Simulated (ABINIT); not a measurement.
Run report: ZrS2, positron calculation (part 2 of 2)

Continued. System: ZrS2 (P-3m1, 3 atoms in the cell). Method: Kohn-Sham DFT of a periodic cell, LDA, JTH PAW LDA v2.0, no spin polarisation (ABINIT 10.8.3); cutoff 408.17 eV, 6×6×4 k-mesh, fermi-dirac of 0.05 eV. The structure derives from a Materials Project entry.

Geometry of the input (Å; fractional positions):
```
3.6914  0.0000  0.0000
-1.8457  3.1968  0.0000
0.0000  0.0000  6.0411
Zr 0.0000  0.0000  0.0000
S  0.3333  0.6667  0.2379
S  0.6667  0.3333  0.7621
```

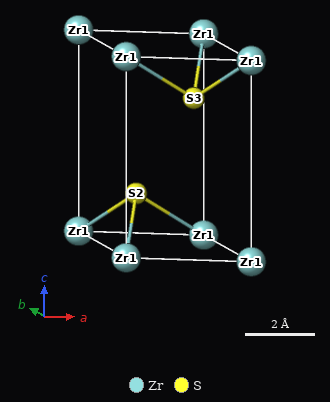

Fig. 1: The structure as given in the input (ball-and-stick view of the cell of the calculation, seen slightly off an axis; atoms are numbered from 1 in the order of the input).

### Output, continued
```
 cartesian forces (eV/Angstrom) at end:
    1      0.00000000000000     0.00000000000000    -0.00000000000000
    2     -0.00000000000000     0.00000000000000    -0.29882112579160
    3      0.00000000000000    -0.00000000000000     0.29882112579160
 frms,max,avg= 1.4086563E-01 2.9882113E-01   0.000E+00  0.000E+00  0.000E+00 e/A
 length scales=  6.975702040300  6.975702040300 11.415981046700 bohr
              =  3.691382547272  3.691382547272  6.041077005916 angstroms
 Fermi (or HOMO) energy (hartree) =   0.20203   Average Vxc (hartree)=  -0.36134
 Eigenvalues (hartree) for nkpt=  24  k points:
 kpt#   1, nband= 16, wtk=  0.00694, kpt=  0.0000  0.0000  0.0000 (reduced coord)
  -1.61067   -0.80618   -0.80089   -0.80089   -0.27608   -0.22366    0.02820    0.08316
   0.08316    0.18249    0.18249    0.18358    0.23985    0.23985    0.27009    0.36801
      occupation numbers for kpt#   1
   2.00000    2.00000    2.00000    2.00000    2.00000    2.00000    2.00000    2.00000
   2.00000    1.99995    1.99995    1.99991    0.00000    0.00000    0.00000    0.00000
 prteigrs : prtvol=0 or 1, do not print more k-points.

--- !EnergyTerms
iteration_state     : {dtset: 1, }
comment             : Components of total free energy in Hartree
kinetic             :  2.07802947342624E+01
hartree             :  1.83742648976574E+01
xc                  : -1.39898180395485E+01
Ewald energy        : -4.66085508619058E+01
psp_core            :  1.05269058820030E+00
local_psp           : -6.32160737850071E+01
PAW spherical_terms :  1.50218205020786E+01
internal            : -6.85853719642627E+01
'-kT*entropy'       : -2.38328194465026E-07
total_energy        : -6.85853722025909E+01
total_energy_eV     : -1.86630305382907E+03
...

--- !EnergyTermsDC
iteration_state     : {dtset: 1, }
comment             : '"Double-counting" decomposition of free energy'
band_energy         : -7.79017002347774E+00
Ewald energy        : -4.66085508619058E+01
psp_core            :  1.05269058820030E+00
xc_dc               : -1.72473217913198E+01
PAW spherical_terms :  2.00797943067652E+00
internal            : -6.85853726578265E+01
'-kT*entropy'       : -2.38328194465026E-07
total_energy_dc     : -6.85853728961547E+01
total_energy_dc_eV  : -1.86630307270190E+03
...

--- !EnergyTermsWithPAWCore
iteration_state     : {dtset: 1, }
comment             : 'Components of total free energy, including PAW core contributions'
Total energy        : -4.39107206650259E+03
Total energy DC     : -4.39107206719616E+03
Total energy (eV)   : -1.19487158035540E+05
Total energy DC (eV): -1.19487158054413E+05
...

 Cartesian components of stress tensor (hartree/bohr^3)
  sigma(1 1)=  1.80338888E-04  sigma(3 2)=  0.00000000E+00
  sigma(2 2)=  1.80338888E-04  sigma(3 1)=  0.00000000E+00
  sigma(3 3)=  1.27986054E-04  sigma(2 1)=  0.00000000E+00

-Cartesian components of stress tensor (GPa)         [Pressure= -4.7923E+00 GPa]
- sigma(1 1)=  5.30575326E+00  sigma(3 2)=  0.00000000E+00
- sigma(2 2)=  5.30575326E+00  sigma(3 1)=  0.00000000E+00
- sigma(3 3)=  3.76547970E+00  sigma(2 1)=  0.00000000E+00

================================================================================
== DATASET  2 ==================================================================

--- !DatasetInfo
iteration_state: {dtset: 2, }
dimensions: {natom: 3, nkpt: 1, mband: 1, nsppol: 1, nspinor: 1, nspden: 1, mpw: 658, }
cutoff_energies: {ecut:  15.0, pawecutdg:  30.0, }
electrons: {nelect:   1.00000000E+00, charge:   0.00000000E+00, occopt:   2.00000000E+00, tsmear:   1.00000000E-02, }
meta: {optdriver: 0, ionmov: 0, optcell: 0, iscf: 17, paral_kgb: 0, }
...

 mkfilename : getden/=0, take file _DEN from output of DATASET   1.

 Exchange-correlation functional for the present dataset will be:
  LDA: Perdew-Wang 92 LSD fit to Ceperley-Alder data - ixc=7
  J.P.Perdew and Y.Wang, PRB 45, 13244 (1992)

 Real(R)+Recip(G) space primitive vectors, cartesian coordinates (Bohr,Bohr^-1):
 R(1)=  6.9757020  0.0000000  0.0000000  G(1)=  0.1433547  0.0827659  0.0000000
 R(2)= -3.4878510  6.0411352  0.0000000  G(2)=  0.0000000  0.1655318  0.0000000
 R(3)=  0.0000000  0.0000000 11.4159810  G(3)=  0.0000000  0.0000000  0.0875965
 Unit cell volume ucvol=  4.8108267E+02 bohr^3
 Angles (23,13,12)=  9.00000000E+01  9.00000000E+01  1.20000000E+02 degrees

 Coarse grid specifications (used for wave-functions):

 getcut: wavevector=  0.0000  0.0000  0.0000  ngfft=  27  27  40
         ecut(hartree)=     15.000   => boxcut(ratio)=   2.00972

 Fine grid specifications (used for densities):

 getcut: wavevector=  0.0000  0.0000  0.0000  ngfft=  36  36  60
         ecut(hartree)=     30.000   => boxcut(ratio)=   2.09309

--- Pseudopotential description ------------------------------------------------
- pspini: atom type   1  psp file is ./Zr.LDA_PW-JTH.xml
 Pseudopotential format is: paw10
 basis_size (lnmax)=  6 (lmn_size= 18), orbitals=   0   0   1   1   2   2
 Spheres core radius: rc_sph= 2.22030268
 Shapefunction is BESSEL type: shapef(r,l)=aa(1,l)*jl(q(1,l)*r)+aa(2,l)*jl(q(2,l)*r)
 Radius for shape functions =  2.22030268
 Compensation charge density is not taken into account in XC energy/potential

- pspini: atom type   2  psp file is ./S.LDA_PW-JTH.xml
 Pseudopotential format is: paw10
 basis_size (lnmax)=  4 (lmn_size=  8), orbitals=   0   0   1   1
 Spheres core radius: rc_sph= 1.90380259
 Shapefunction is SIN type: shapef(r)=[sin(pi*r/rshp)/(pi*r/rshp)]**2
 Radius for shape functions =  1.40128485
 Compensation charge density is not taken into account in XC energy/potential

--------------------------------------------------------------------------------

================================================================================

--- !BeginCycle
iteration_state: {dtset: 2, }
solver: {iscf: 17, nstep: 80, nline: 4, wfoptalg: 10, }
tolerances: {toldfe: 1.00E-09, }
...

     iter   Etot(hartree)      deltaE(h)  residm     nres2
 ETOT  1  -68.924100815771    -6.892E+01 2.226E+00 2.811E-01
 ETOT  2  -69.135518031982    -2.114E-01 2.998E-02 3.923E-01
 ETOT  3  -69.136780833652    -1.263E-03 9.990E-04 2.891E-01
 ETOT  4  -69.136861102036    -8.027E-05 9.267E-05 4.151E-02
 ETOT  5  -69.136868674319    -7.572E-06 1.245E-05 3.567E-02
 ETOT  6  -69.136869528006    -8.537E-07 1.222E-06 1.292E-03
 ETOT  7  -69.136869624055    -9.605E-08 1.424E-07 9.217E-05
 ETOT  8  -69.136869632359    -8.304E-09 1.728E-08 5.546E-06
 ETOT  9  -69.136869633531    -1.172E-09 1.758E-09 8.880E-08
 ETOT 10  -69.136869633665    -1.340E-10 2.365E-10 1.500E-09
 ETOT 11  -69.136869633681    -1.545E-11 2.352E-11 1.384E-10

 At SCF step   11, etot is converged :
  for the second time, diff in etot=  1.545E-11 < toldfe=  1.000E-09

--- !ResultsGS
iteration_state: {dtset: 2, }
comment   : Summary of ground state results
lattice_vectors:
- [  6.9757020,   0.0000000,   0.0000000, ]
- [ -3.4878510,   6.0411352,   0.0000000, ]
- [  0.0000000,   0.0000000,  11.4159810, ]
lattice_lengths: [   6.97570,    6.97570,   11.41598, ]
lattice_angles: [ 90.000,  90.000, 120.000, ] # degrees, (23, 13, 12)
lattice_volume:   4.8108267E+02
convergence: {deltae: -1.545E-11, res2:  1.384E-10, residm:  2.352E-11, diffor:  0.000E+00, }
etotal    :  -6.91368696E+01
entropy   :   0.00000000E+00
fermie    :  -5.51496738E-01
cartesian_stress_tensor: null
pressure_GPa: null
xred      :
- [  0.0000E+00,   0.0000E+00,   0.0000E+00, Zr]
- [  3.3333E-01,   6.6667E-01,   2.3791E-01,  S]
- [  6.6667E-01,   3.3333E-01,   7.6209E-01,  S]
cartesian_forces: null
force_length_stats: {min: null, max: null, mean: null, }
...

 Integrated electronic density in atomic spheres:
 ------------------------------------------------
 Atom  Sphere_radius  Integrated_density
    1        2.22030          0.00410603
    2        1.90380          0.01096619
    3        1.90380          0.01096619

--------------------------------------------------------------------------------
 Results for electron-positron annihilation:

2 computations of positron lifetime have been performed (with different enhancement factors).

########## Lifetime computation 1

 # Zero-positron density limit of Arponen and Pajanne provided by Boronski & Nieminen
   Ref.: Boronski and R.M. Nieminen, Phys. Rev. B 34, 3820 (1986)
 # Enhancement factor of Boronski & Nieminen
   Ref.: Boronski and R.M. Nieminen, Phys. Rev. B 34, 3820 (1986)

 Positron lifetime                         (ps)   =  3.37154174E+02
 Positron lifetime with IPM for core elec. (ps)   =  3.38826067E+02
 Annihilation rate                         (ns-1) =  2.96600214E+00
 Annihilation rate with IPM for core elec. (ns-1) =  2.95136678E+00

 Annihilation rate core/valence decomposition:
   Core    contribution to ann.rate          (ns-1) =  6.46111780E-02
   Valence contribution to ann.rate          (ns-1) =  2.90139096E+00
   Core    contribution to ann.rate with IPM (ns-1) =  4.83527175E-02
   Valence contribution to ann.rate with IPM (ns-1) =  2.90301406E+00

 Annihilation rate PAW decomposition:
   Plane-wave contribution to ann.rate          (ns-1) =  2.97355668E+00
   Plane-wave valence contribution to ann.rate  (ns-1) =  2.95185178E+00
   On-site core contribution to ann.rate        (ns-1) =  4.29062790E-02
   On-site valence contribution to ann.rate     (ns-1) = -5.04608246E-02
   Plane-wave contribution to ann.rate with IPM (ns-1) =  2.96527139E+00
   Plane-wave core contrb. to ann.rate with IPM (ns-1) =  1.03222654E-02

########## Lifetime computation 2

 # Zero-positron density limit of Arponen and Pajanne provided by Boronski & Nieminen
   Ref.: Boronski and R.M. Nieminen, Phys. Rev. B 34, 3820 (1986)
 # Enhancement factor of Boronski & Nieminen IN THE RPA LIMIT
   Ref.: Boronski and R.M. Nieminen, Phys. Rev. B 34, 3820 (1986)

 Positron lifetime                         (ps)   =  2.61488238E+02
 Positron lifetime with IPM for core elec. (ps)   =  2.62490648E+02
 Annihilation rate                         (ns-1) =  3.82426379E+00
 Annihilation rate with IPM for core elec. (ns-1) =  3.80965953E+00

 Annihilation rate core/valence decomposition:
   Core    contribution to ann.rate          (ns-1) =  6.45389386E-02
   Valence contribution to ann.rate          (ns-1) =  3.75972485E+00
   Core    contribution to ann.rate with IPM (ns-1) =  4.83527175E-02
   Valence contribution to ann.rate with IPM (ns-1) =  3.76130681E+00

 Annihilation rate PAW decomposition:
   Plane-wave contribution to ann.rate          (ns-1) =  3.83187414E+00
   Plane-wave valence contribution to ann.rate  (ns-1) =  3.81023852E+00
   On-site core contribution to ann.rate        (ns-1) =  4.29033182E-02
   On-site valence contribution to ann.rate     (ns-1) = -5.05136608E-02
   Plane-wave contribution to ann.rate with IPM (ns-1) =  3.82361615E+00
   Plane-wave core contrb. to ann.rate with IPM (ns-1) =  1.03222654E-02

      (*) IPM=Independent particle Model

================================================================================

 ----iterations are completed or convergence reached----

 Mean square residual over all n,k,spin=   23.523E-12; max=  23.523E-12
 reduced coordinates (array xred) for    3 atoms
       0.000000000000      0.000000000000      0.000000000000
       0.333333333333      0.666666666667      0.237909970000
       0.666666666667      0.333333333333      0.762090030000
 rms dE/dt=  0.0000E+00; max dE/dt=  0.0000E+00; dE/dt below (all hartree)
    1       0.000000000000      0.000000000000      0.000000000000
    2       0.000000000000      0.000000000000      0.000000000000
    3       0.000000000000      0.000000000000      0.000000000000

 cartesian coordinates (angstrom) at end:
    1      0.00000000000000     0.00000000000000     0.00000000000000
    2      0.00000000000000     2.13122070738770     1.43723244924514
    3      1.84569127363602     1.06561035369385     4.60384455667074
 length scales=  6.975702040300  6.975702040300 11.415981046700 bohr
              =  3.691382547272  3.691382547272  6.041077005916 angstroms
 Fermi (or HOMO) energy (hartree) =  -0.55150   Average Vxc (hartree)=  -0.31990
 Eigenvalues (hartree) for nkpt=   1  k points:
 kpt#   1, nband=  1, wtk=  1.00000, kpt=  0.0000  0.0000  0.0000 (reduced coord)
  -0.55150

--- !EnergyTerms
iteration_state     : {dtset: 2, }
comment             : Components of total free energy in Hartree
kinetic             :  6.88863682567695E-02
local_psp           : -1.61005674793147E+00
PAW spherical_terms :  1.47541421928874E-02
positronic          : -1.52641623748182E+00
electronic          : -6.85853728961547E+01
electron_positron_interaction:  9.74918773939781E-01
total_energy        : -6.91368703596967E+01
total_energy_eV     : -1.88131008319602E+03
...

--- !EnergyTermsDC
iteration_state     : {dtset: 2, }
comment             : '"Double-counting" decomposition of free energy'
band_energy         : -5.51496737526017E-01
PAW spherical_terms :  0.00000000000000E+00
electron_positron_dc: -9.74918773939737E-01
positronic          : -1.52641551146576E+00
electronic          : -6.85853728961547E+01
electron_positron_interaction:  9.74918773939781E-01
total_energy_dc     : -6.91368696336807E+01
total_energy_dc_eV  : -1.88131006344012E+03
...

== END DATASET(S) ==============================================================
================================================================================

 -outvars: echo values of variables after computation  --------
            acell      6.9757020403E+00  6.9757020403E+00  1.1415981047E+01 Bohr
           etotal1    -6.8585372896E+01
           etotal2    -6.9136869634E+01
            fcart1     5.1467129905E-29  1.4857280652E-28 -0.0000000000E+00
                      -1.0293425981E-28  2.3771649044E-28 -5.8111456862E-03
                       5.1467129905E-29 -3.8628929696E-28  5.8111456862E-03
            fcart2     9.9999999999E+99  9.9999999999E+99  9.9999999999E+99
                       9.9999999999E+99  9.9999999999E+99  9.9999999999E+99
                       9.9999999999E+99  9.9999999999E+99  9.9999999999E+99
            rprim      1.0000000000E+00  0.0000000000E+00  0.0000000000E+00
                      -5.0000000000E-01  8.6602540380E-01  0.0000000000E+00
                       0.0000000000E+00  0.0000000000E+00  1.0000000000E+00
           strten1     1.8033888793E-04  1.8033888784E-04  1.2798605375E-04
                       0.0000000000E+00  0.0000000000E+00  0.0000000000E+00
           strten2     9.9999999999E+99  9.9999999999E+99  9.9999999999E+99
                       9.9999999999E+99  9.9999999999E+99  9.9999999999E+99
           xangst      0.0000000000E+00  0.0000000000E+00  0.0000000000E+00
                       1.0029664822E-17  2.1312207074E+00  1.4372324492E+00
                       1.8456912736E+00  1.0656103537E+00  4.6038445567E+00
             xred      0.0000000000E+00  0.0000000000E+00  0.0000000000E+00
                       3.3333333333E-01  6.6666666667E-01  2.3790997000E-01
                       6.6666666667E-01  3.3333333333E-01  7.6209003000E-01
 Calculation completed.
```

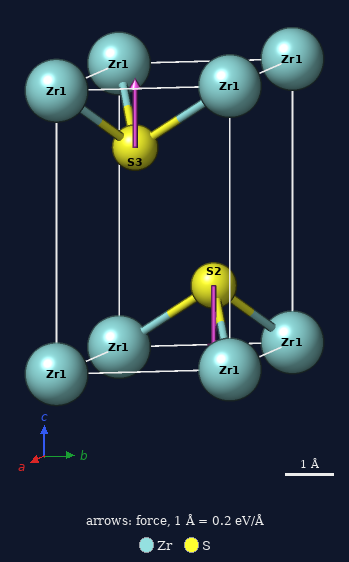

Fig. 2: Forces on the atoms as pink arrows (ball-and-stick view of the cell of the calculation, seen slightly off an axis; atoms are numbered from 1 in the order of the input). The largest act on S2, S3 (0.30 eV/Å). The geometry is not a stationary point of this energy.
